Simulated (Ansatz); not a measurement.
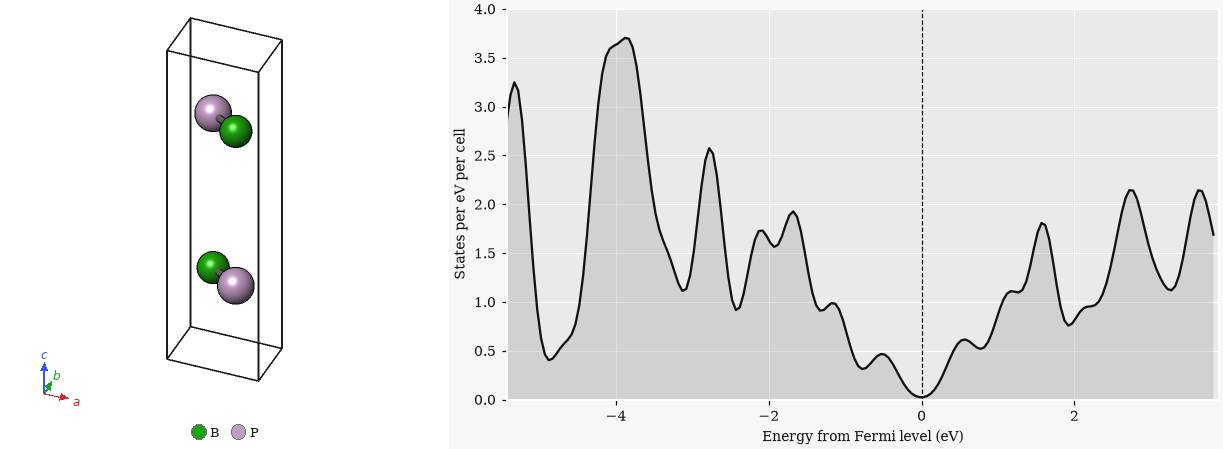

Density of states, beside the structure. Energies are counted from the Fermi level, put mid-gap where there is a gap. The curve is built from the levels of the k mesh with Gaussians 0.4 eV wide, which also blur the band edges.

The material is BP, space group P6_3/mmc, 4 atoms in the cell, h-MgO (five-fold) type.

Method: DFT, PBE, plane waves, PAW, no spin polarisation, 6×6×2 k mesh, 420 eV cutoff (Ansatz).

Question: Metal or insulator, going by the density of states?

Answer: There is a gap; over the k points computed it is 0.86 eV (direct among those points).

Question: Where is the tallest peak of the filled states in the window?

Answer: Within the window shown, the tallest peak of the filled states lies 3.4 eV under the valence-band top, at about 3.7 states per eV and cell.
